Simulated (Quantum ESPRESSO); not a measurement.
## Single-point calculation of CuO (part 3 of 3)

CuO (P-6m2, 2 atoms in the cell); Kohn-Sham DFT of a periodic cell, PBEsol, GBRV 1.5 PBEsol, no spin polarisation (Quantum ESPRESSO 7.5); cutoff 761.92 eV, 11×11×10 k-mesh, fermi-dirac of 0.05 eV. The structure was built on a prototype by a generator; it need not be a known phase. The volume is scaled by 0.94.

Geometry of the input (Å; fractional positions):
```
2.7784  0.0000  0.0000
-1.3892  2.4062  0.0000
0.0000  0.0000  2.7116
Cu 0.0000  0.0000  0.0000
O  0.6667  0.3333  0.5000
```

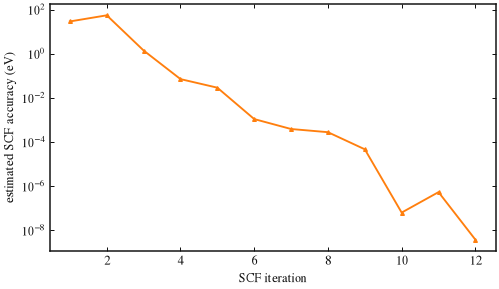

*Convergence of the self-consistent field: estimated SCF accuracy against the iteration.*

The field takes 12 iterations in all.
